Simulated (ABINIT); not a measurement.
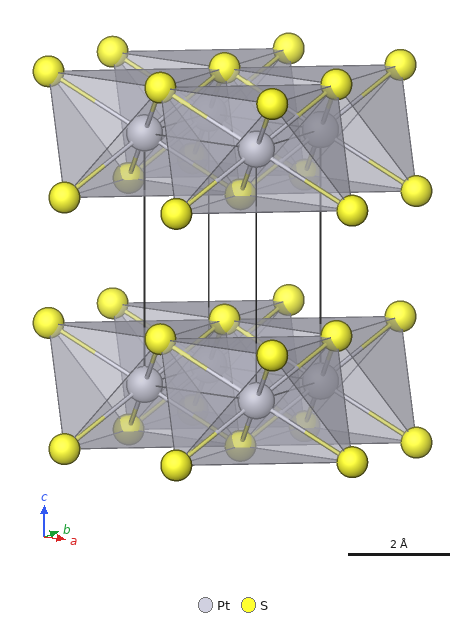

Fig. 1: The structure (polyhedral view of the cell of the calculation, seen slightly off an axis; polyhedra are completed across the faces of the cell). An atom can appear more than once, as a periodic image.

**Run report: PtS$_{2}$, G0W0 calculation (part 1 of 3)**

PtS$_{2}$ (P-3m1, 3 atoms in the cell), computed with Kohn-Sham DFT of a periodic cell, PBE, PseudoDojo NC SR PBE v0.4.1 standard, G0W0, no spin polarisation (ABINIT 10.8.3).

The structure derives from an entry of the Crystallography Open Database.

## Output
```
.Version 10.8.3 of ABINIT
 DATASET    1 : space group P-3 m 1 (#164); Bravais hP (primitive hexag.)
================================================================================
 Values of the parameters that define the memory need for DATASET  1.
     intxc =       0    ionmov =       0      iscf =       7    lmnmax =       8
     lnmax =       8     mgfft =      54  mpssoang =       4    mqgrid =    3001
     natom =       3  nloc_mem =       1    nspden =       1   nspinor =       1
    nsppol =       1      nsym =      12    n1xccc =    2501    ntypat =       2
    occopt =       1   xclevel =       2
       mpw =        3671          nfft =       69984          nkpt =          12
================================================================================
================================================================================

 DATASET    2 : space group P-3 m 1 (#164); Bravais hP (primitive hexag.)
================================================================================
 Values of the parameters that define the memory need for DATASET  2.
     intxc =       0    ionmov =       0      iscf =      -2    lmnmax =       8
     lnmax =       8     mgfft =      54  mpssoang =       4    mqgrid =    3001
     natom =       3  nloc_mem =       1    nspden =       1   nspinor =       1
    nsppol =       1      nsym =      12    n1xccc =    2501    ntypat =       2
    occopt =       1   xclevel =       2
       mpw =        3671          nfft =       69984          nkpt =          12
================================================================================
================================================================================

 DATASET    3 : space group P-3 m 1 (#164); Bravais hP (primitive hexag.)
================================================================================
 Values of the parameters that define the memory need for DATASET  3.
     intxc =       0    ionmov =       0      iscf =       7    lmnmax =       8
     lnmax =       8     mgfft =      40  mpssoang =       4    mqgrid =    3001
     natom =       3  nloc_mem =       1    nspden =       1   nspinor =       1
    nsppol =       1      nsym =      12    n1xccc =    2501    ntypat =       2
    occopt =       1   xclevel =       2
       mpw =        1708          nfft =       36000          nkpt =          12
================================================================================
================================================================================

 DATASET    4 : space group P-3 m 1 (#164); Bravais hP (primitive hexag.)
================================================================================
 Values of the parameters that define the memory need for DATASET  4.
     intxc =       0    ionmov =       0      iscf =       7    lmnmax =       8
     lnmax =       8     mgfft =      54  mpssoang =       4    mqgrid =    3001
     natom =       3  nloc_mem =       1    nspden =       1   nspinor =       1
    nsppol =       1      nsym =      12    n1xccc =    2501    ntypat =       2
    occopt =       1   xclevel =       2
       mpw =        3671          nfft =       69984          nkpt =          12
================================================================================
================================================================================

--------------------------------------------------------------------------------
------------- Echo of variables that govern the present computation ------------
--------------------------------------------------------------------------------
 -outvars: echo values of preprocessed input variables --------
            acell      6.6956776093E+00  6.6956776093E+00  9.5219520032E+00 Bohr
              amu      1.95080000E+02  3.20660000E+01
           diemac      6.00000000E+00
             ecut1     3.50000000E+01 Hartree
             ecut2     3.50000000E+01 Hartree
             ecut3     2.10000000E+01 Hartree
             ecut4     3.50000000E+01 Hartree
          ecuteps1     0.00000000E+00 Hartree
          ecuteps2     0.00000000E+00 Hartree
          ecuteps3     8.00000000E+00 Hartree
          ecuteps4     8.00000000E+00 Hartree
         ecutsigx1     0.00000000E+00 Hartree
         ecutsigx2     0.00000000E+00 Hartree
         ecutsigx3     0.00000000E+00 Hartree
         ecutsigx4     3.50000000E+01 Hartree
          ecutwfn1     0.00000000E+00 Hartree
          ecutwfn2     0.00000000E+00 Hartree
          ecutwfn3     2.10000000E+01 Hartree
          ecutwfn4     3.50000000E+01 Hartree
           getden1          0
           getden2          1
           getden3          0
           getden4          1
           getscr1          0
           getscr2          0
           getscr3          0
           getscr4          3
           getwfk1          0
           getwfk2          0
           getwfk3          2
           getwfk4          2
             iscf1          7
             iscf2         -2
             iscf3          7
             iscf4          7
              ixc          11
           jdtset        1    2    3    4
         kptrlatt        5    0    0      0    5    0      0    0    3
          kptrlen      2.85658560E+01
            natom           3
            nband1         15
            nband2        186
            nband3        170
            nband4        170
           nbdbuf1          0
           nbdbuf2         16
           nbdbuf3          0
           nbdbuf4          0
           ndtset           4
          nfreqim1         -1
          nfreqim2         -1
          nfreqim3          0
          nfreqim4         -1
            ngfft1         36      36      54
            ngfft2         36      36      54
            ngfft3         30      30      40
            ngfft4         36      36      54
             nkpt          12
           npweps1          0
           npweps2          0
           npweps3        427
           npweps4        427
          npwsigx1          0
          npwsigx2          0
          npwsigx3          0
          npwsigx4       3631
            nstep1         80
            nstep2        120
            nstep3         80
            nstep4         80
             nsym          12
           ntypat           2
        optdriver1          0
        optdriver2          0
        optdriver3          3
        optdriver4          4
          ppmodel1          1
          ppmodel2          1
          ppmodel3          2
          ppmodel4          2
           prtden1          1
           prtden2          0
           prtden3          1
           prtden4          1
        prtebands           0
           prteig           0
            prtwf1          0
            prtwf2          1
            prtwf3          1
            prtwf4          1
            rprim      1.0000000000E+00  0.0000000000E+00  0.0000000000E+00
                      -5.0000000000E-01  8.6602540380E-01  0.0000000000E+00
                       0.0000000000E+00  0.0000000000E+00  1.0000000000E+00
          spgroup         164
           tolvrs1     1.00000000E-12
           tolvrs2     0.00000000E+00
           tolvrs3     0.00000000E+00
           tolvrs4     0.00000000E+00
           tolwfr1     0.00000000E+00
           tolwfr2     1.00000000E-12
           tolwfr3     0.00000000E+00
           tolwfr4     0.00000000E+00
            typat      1  2  2
           xangst      0.0000000000E+00  0.0000000000E+00  0.0000000000E+00
                       1.7716000000E+00  1.0228337369E+00  3.8949924000E+00
                      -6.5562370348E-17  2.0456674738E+00  1.1438076000E+00
            xcart      0.0000000000E+00  0.0000000000E+00  0.0000000000E+00
                       3.3478388047E+00  1.9328756351E+00  7.3604688985E+00
                      -1.2389492412E-16  3.8657512702E+00  2.1614831047E+00
             xred      0.0000000000E+00  0.0000000000E+00  0.0000000000E+00
                       6.6666666667E-01  3.3333333333E-01  7.7300000000E-01
                       3.3333333333E-01  6.6666666667E-01  2.2700000000E-01
            znucl       78.00000   16.00000

================================================================================

 chkinp: Checking input parameters for consistency, jdtset=   1.

 chkinp: Checking input parameters for consistency, jdtset=   2.

 chkinp: Checking input parameters for consistency, jdtset=   3.

 chkinp: Checking input parameters for consistency, jdtset=   4.

================================================================================
== DATASET  1 ==================================================================

--- !DatasetInfo
iteration_state: {dtset: 1, }
dimensions: {natom: 3, nkpt: 12, mband: 15, nsppol: 1, nspinor: 1, nspden: 1, mpw: 3671, }
cutoff_energies: {ecut:  35.0, pawecutdg:  -1.0, }
electrons: {nelect:   3.00000000E+01, charge:   0.00000000E+00, occopt:   1.00000000E+00, tsmear:   1.00000000E-02, }
meta: {optdriver: 0, ionmov: 0, optcell: 0, iscf: 7, paral_kgb: 0, }
...

 Exchange-correlation functional for the present dataset will be:
  GGA: Perdew-Burke-Ernzerhof functional - ixc=11
  J.P.Perdew, K.Burke, M.Ernzerhof, PRL 77, 3865 (1996)

 Real(R)+Recip(G) space primitive vectors, cartesian coordinates (Bohr,Bohr^-1):
 R(1)=  6.6956776  0.0000000  0.0000000  G(1)=  0.1493501  0.0862273  0.0000000
 R(2)= -3.3478388  5.7986269  0.0000000  G(2)=  0.0000000  0.1724546  0.0000000
 R(3)=  0.0000000  0.0000000  9.5219520  G(3)=  0.0000000  0.0000000  0.1050205
 Unit cell volume ucvol=  3.6969680E+02 bohr^3
 Angles (23,13,12)=  9.00000000E+01  9.00000000E+01  1.20000000E+02 degrees

 getcut: wavevector=  0.0000  0.0000  0.0000  ngfft=  36  36  54
         ecut(hartree)=     35.000   => boxcut(ratio)=   2.01887

--- Pseudopotential description ------------------------------------------------
- pspini: atom type   1  psp file is ./Pt.upf
  78.00000  18.00000  171031                  znucl, zion, pspdat
12 -101130 3 -1 1374                          pspcod,pspxc,lmax,lloc,mmax
     nproj     2     2     2     2

- pspini: atom type   2  psp file is ./S.upf
  16.00000   6.00000  171031                  znucl, zion, pspdat
12 -101130 2 -1 1146                          pspcod,pspxc,lmax,lloc,mmax
     nproj     2     2     2     0

   1.33729513E+03                                ecore*ucvol(ha*bohr**3)
--------------------------------------------------------------------------------

================================================================================

--- !BeginCycle
iteration_state: {dtset: 1, }
solver: {iscf: 7, nstep: 80, nline: 4, wfoptalg: 0, }
tolerances: {tolvrs: 1.00E-12, }
...

     iter   Etot(hartree)      deltaE(h)  residm     vres2
 ETOT  1  -151.80804843222    -1.518E+02 1.269E-01 3.037E+03
 ETOT  2  -151.10375756101     7.043E-01 1.841E-02 1.029E+04
 ETOT  3  -152.56112414637    -1.457E+00 1.467E-02 6.950E+02
 ETOT  4  -152.67875374669    -1.176E-01 5.350E-03 1.305E+02
 ETOT  5  -152.68410490644    -5.351E-03 7.021E-04 9.381E+01
 ETOT  6  -152.69827319485    -1.417E-02 5.434E-04 4.233E-01
 ETOT  7  -152.69845769450    -1.845E-04 5.318E-05 1.133E-02
 ETOT  8  -152.69847800724    -2.031E-05 3.226E-05 3.132E-02
 ETOT  9  -152.69848555648    -7.549E-06 3.216E-06 7.956E-03
 ETOT 10  -152.69848720725    -1.651E-06 2.262E-06 3.350E-03
 ETOT 11  -152.69848792539    -7.181E-07 2.203E-07 3.083E-06
 ETOT 12  -152.69848799687    -7.148E-08 1.643E-07 1.200E-06
 ETOT 13  -152.69848801482    -1.795E-08 1.541E-08 2.127E-06
 ETOT 14  -152.69848801978    -4.962E-09 1.187E-08 1.124E-08
 ETOT 15  -152.69848802104    -1.266E-09 1.120E-09 8.618E-09
 ETOT 16  -152.69848802138    -3.364E-10 8.712E-10 1.229E-09
 ETOT 17  -152.69848802147    -8.842E-11 8.194E-11 2.877E-10
 ETOT 18  -152.69848802149    -2.404E-11 6.429E-11 9.051E-12
 ETOT 19  -152.69848802151    -1.299E-11 6.024E-12 5.527E-11
 ETOT 20  -152.69848802150     5.400E-12 4.756E-12 2.781E-12
 ETOT 21  -152.69848802150    -3.524E-12 4.445E-13 4.445E-12
 ETOT 22  -152.69848802150     1.791E-12 3.524E-13 1.005E-12
 ETOT 23  -152.69848802150    -2.728E-12 3.288E-14 6.820E-13

 At SCF step   23       vres2   =  6.82E-13 < tolvrs=  1.00E-12 =>converged.

 Cartesian components of stress tensor (hartree/bohr^3)
  sigma(1 1)= -3.79876730E-04  sigma(3 2)=  0.00000000E+00
  sigma(2 2)= -3.79876730E-04  sigma(3 1)=  0.00000000E+00
  sigma(3 3)= -3.08723201E-04  sigma(2 1)=  0.00000000E+00

--- !ResultsGS
iteration_state: {dtset: 1, }
comment   : Summary of ground state results
lattice_vectors:
- [  6.6956776,   0.0000000,   0.0000000, ]
- [ -3.3478388,   5.7986269,   0.0000000, ]
- [  0.0000000,   0.0000000,   9.5219520, ]
lattice_lengths: [   6.69568,    6.69568,    9.52195, ]
lattice_angles: [ 90.000,  90.000, 120.000, ] # degrees, (23, 13, 12)
lattice_volume:   3.6969680E+02
convergence: {deltae: -2.728E-12, res2:  6.820E-13, residm:  3.288E-14, diffor: null, }
etotal    :  -1.52698488E+02
entropy   :   0.00000000E+00
fermie    :   2.80195612E-01
cartesian_stress_tensor: # hartree/bohr^3
- [ -3.79876730E-04,   0.00000000E+00,   0.00000000E+00, ]
- [  0.00000000E+00,  -3.79876730E-04,   0.00000000E+00, ]
- [  0.00000000E+00,   0.00000000E+00,  -3.08723201E-04, ]
pressure_GPa:   1.0479E+01
xred      :
- [  0.0000E+00,   0.0000E+00,   0.0000E+00, Pt]
- [  6.6667E-01,   3.3333E-01,   7.7300E-01,  S]
- [  3.3333E-01,   6.6667E-01,   2.2700E-01,  S]
cartesian_forces: # hartree/bohr
- [  3.21717428E-28,   9.28718218E-28,  -0.00000000E+00, ]
- [ -6.43434856E-28,  -2.22892372E-27,  -2.45946341E-02, ]
- [  3.21717428E-28,   1.30020551E-27,   2.45946341E-02, ]
force_length_stats: {min:   9.82862977E-28, max:   2.45946341E-02, mean:   1.63964227E-02, }
...

 Integrated electronic density in atomic spheres:
 ------------------------------------------------
 Atom  Sphere_radius  Integrated_density
    1        2.00000         14.49111891
    2        2.00000          3.92364903
    3        2.00000          3.92364903
================================================================================
```
